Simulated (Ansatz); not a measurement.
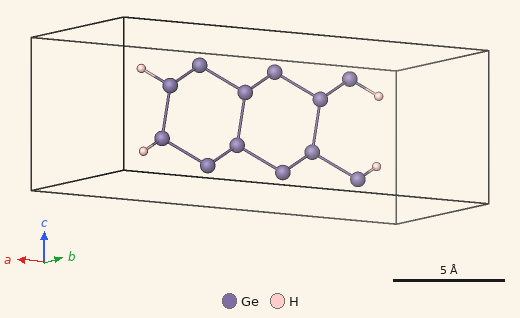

A wire of composition Ge3H, before the relaxation. The picture is a ball-and-stick view of the cell of the calculation, with the vacuum cut short, seen from a free direction.

Case: armchair ribbon, 6 formula units a period, edges capped with H.

Method: Ansatz 0.2.0, DFT PBE, scalar-relativistic, plane waves, PAW.

Input
```yaml
crystal:
  lattice:
    - [21.7, 0.0, 0.0]
    - [0.0, 10.0, 0.0]
    - [0.0, 0.0, 7.0041111412]
  atoms:
    - { symbol: Ge, position: [0.7329392542, 0.4661011537, 0.3333333333] }
    - { symbol: Ge, position: [0.5465878508, 0.4661011537, 0.3333333333] }
    - { symbol: Ge, position: [0.6397635525, 0.4661011537, 0.8333333333] }
    - { symbol: Ge, position: [0.3602364475, 0.4661011537, 0.3333333333] }
    - { symbol: Ge, position: [0.4534121492, 0.4661011537, 0.8333333333] }
    - { symbol: Ge, position: [0.2670607458, 0.4661011537, 0.8333333333] }
    - { symbol: Ge, position: [0.6397635525, 0.5338988463, 0.1666666667] }
    - { symbol: Ge, position: [0.7329392542, 0.5338988463, 0.6666666667] }
    - { symbol: Ge, position: [0.4534121492, 0.5338988463, 0.1666666667] }
    - { symbol: Ge, position: [0.5465878508, 0.5338988463, 0.6666666667] }
    - { symbol: Ge, position: [0.2670607458, 0.5338988463, 0.1666666667] }
    - { symbol: Ge, position: [0.3602364475, 0.5338988463, 0.6666666667] }
    - { symbol: H, position: [0.7919609247, 0.5090472545, 0.2277591879] }
    - { symbol: H, position: [0.2080390753, 0.5090472545, 0.7277591879] }
    - { symbol: H, position: [0.7919609247, 0.4909527455, 0.7722408121] }
    - { symbol: H, position: [0.2080390753, 0.4909527455, 0.2722408121] }
basis:
  ecutwfc: 420
kpoints:
  mp_grid: { grid: [1, 1, 8] }
hamiltonian:
  xc: pbe
scf:
  occupations: { method: gaussian, width: 0.05 }
output:
  forces: true
  stress: true
  eigenvalues: true
  populations: true
  write_density: true
  write_potential: true
  elf: true
  volumetric_format: npy
relax:
  adjacent_minimum: "off"
  f_tol: 0.02
  max_steps: 45
  cell: { fix: [a, b, alpha, beta, gamma], stress_tol: 0.03 }
```

Command:
```bash
ansatz run input.yaml --threads 4 --pin off --max-ram 11264MiB --backend cpu --events-out ev --progress --plain --runs-dir out
```

### Where does the relaxation end?

Over 3 accepted moves (4 points after the start) the energy falls by 79.7 meV per cell of the calculation. Largest force component: 0.62 eV/Å at the start, 0.014 eV/Å at the end. The SCF was repeated once at an unchanged geometry on a basis and grid sized afresh for the cell, which shifted the energy by 0.1 meV per cell of the calculation at most. The largest moves relative to the layer's centre, 0.079 Å, are those of Ge1, Ge6, Ge8 and Ge11. Largest moves by element: Ge 0.079 Å, H 0.055 Å. Along the periodic axis the drawn cell goes c 7.004 → 7.008 Å (+0.1 %). Some distances before and after: Ge1–Ge8 2.431 → 2.367 Å, Ge1–Ge7 2.431 → 2.403 Å, Ge11–H16 1.540 → 1.564 Å, Ge3–Ge7 2.431 → 2.445 Å. Cost: 3 min on 4 threads of Arm Neoverse N1, with other jobs on the host, peak memory 3.6 GiB.

Final geometry:

```xyz
16
Lattice="21.7000 0.0000 0.0000 0.0000 10.0000 0.0000 0.0000 0.0000 7.0081" Properties=species:S:1:pos:R:3 pbc="T T T"
Ge   15.8346    4.6577    2.3711
Ge   11.8653    4.6626    2.3357
Ge   13.8711    4.6504    5.8364
Ge    7.8289    4.6504    2.3323
Ge    9.8347    4.6626    5.8397
Ge    5.8654    4.6577    5.8751
Ge   13.8711    5.3496    1.1717
Ge   15.8346    5.3423    4.6370
Ge    9.8347    5.3374    1.1684
Ge   11.8653    5.3374    4.6724
Ge    5.8654    5.3423    1.1329
Ge    7.8289    5.3496    4.6757
H    17.1469    5.0621    1.6226
H     4.5531    5.0621    5.1267
H    17.1469    4.9379    5.3854
H     4.5531    4.9379    1.8814
```

The end point in the same view:

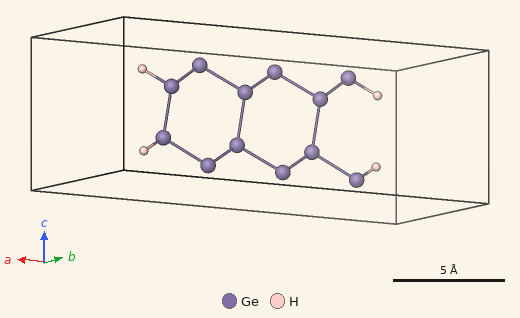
